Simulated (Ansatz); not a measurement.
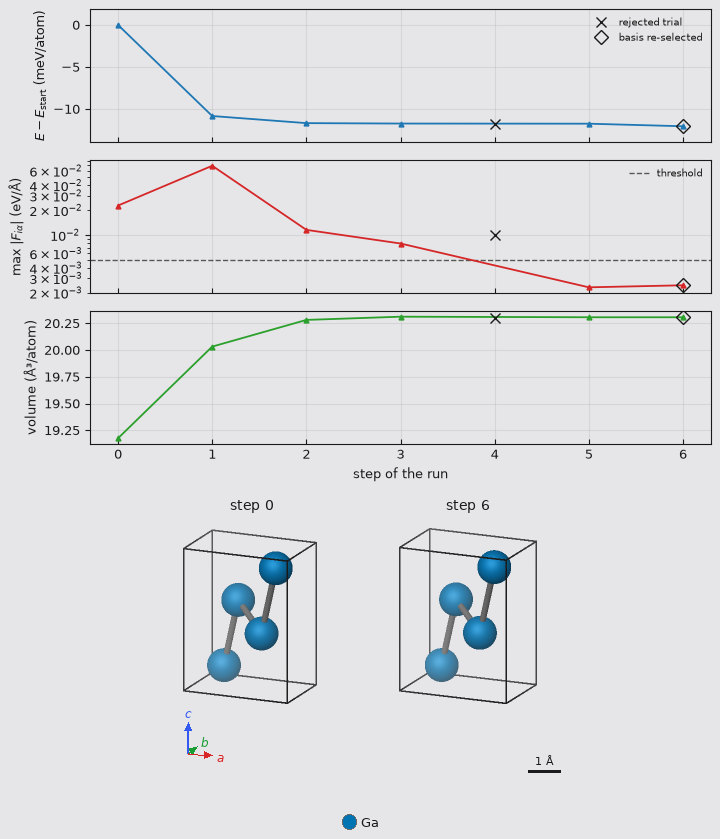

First and last geometry of a relaxation of crystalline Ga (set up in Cmce), with the history of the run. A ball-and-stick model of the cell of the calculation, seen slightly off an axis.

Method: Ansatz 0.2.0, DFT PBE, scalar-relativistic, plane waves, PAW.

Input file:
```yaml
crystal:
  lattice:
    - [2.2160233304, -3.7989918401, 0.0]
    - [2.2160233304, 3.7989918401, 0.0]
    - [0.0, 0.0, 4.55550353]
  atoms:
    - { symbol: Ga, position: [0.65569572, 0.34430428, 0.41540139] }
    - { symbol: Ga, position: [0.84430428, 0.15569572, 0.91540139] }
    - { symbol: Ga, position: [0.34430428, 0.65569572, 0.58459861] }
    - { symbol: Ga, position: [0.15569572, 0.84430428, 0.08459861] }
basis:
  ecutwfc: 420
kpoints:
  mp_grid: { grid: [12, 12, 10] }
hamiltonian:
  xc: pbe
scf:
  occupations: { method: gaussian, width: 0.1 }
output:
  forces: true
  stress: true
  eigenvalues: true
relax:
  adjacent_minimum: "off"
  f_tol: 0.005
  max_steps: 80
  cell: { stress_tol: 0.05 }
```

### Did the run converge, and what did it change?

It converged. The largest moves relative to the cell, 0.011 Å, are those of Ga1, Ga2, Ga3 and Ga4. Ga3 goes along [−1 1 −3]. The drawn cell changes as follows: a = b 4.398 → 4.495 Å (+2.2 %), c 4.556 → 4.589 Å (+0.7 %), γ 119.5° → 118.9°; the volume changes by +5.9 %. Among the contacts that change: Ga1–Ga4 2.680 → 2.755 Å, Ga1–Ga3 2.749 → 2.812 Å, Ga1–Ga3 (another image) 2.488 → 2.535 Å, Ga1–Ga2 2.691 → 2.715 Å. The space group stays Cmce (No. 64). The energy falls by 12.0 meV per atom in 4 accepted moves (6 points after the start). The largest force component goes from 0.023 to 0.0025 eV/Å. The pressure goes from 3.24 to −0.01 GPa. The line search rejected the trial step at point 4 of the run. The SCF was repeated once at an unchanged geometry on a basis and grid sized afresh for the cell, which shifted the energy by 0.3 meV per atom at most.

| step | E − E(0), meV/atom | largest force component, eV/Å | pressure, GPa | volume, Å³/atom | note |
| --- | --- | --- | --- | --- | --- |
| 0 | 0.00 | 0.0228 | 3.24 | 19.176 |  |
| 1 | -10.83 | 0.0693 | 0.65 | 20.032 |  |
| 2 | -11.68 | 0.0116 | 0.05 | 20.282 |  |
| 3 | -11.73 | 0.0079 | -0.02 | 20.312 |  |
| 4 | -11.73 | 0.0101 | 0.02 | 20.302 | rejected |
| 5 | -11.74 | 0.0023 | 0.00 | 20.307 |  |
| 6 | -12.05 | 0.0025 | -0.01 | 20.307 | same geometry, new basis |
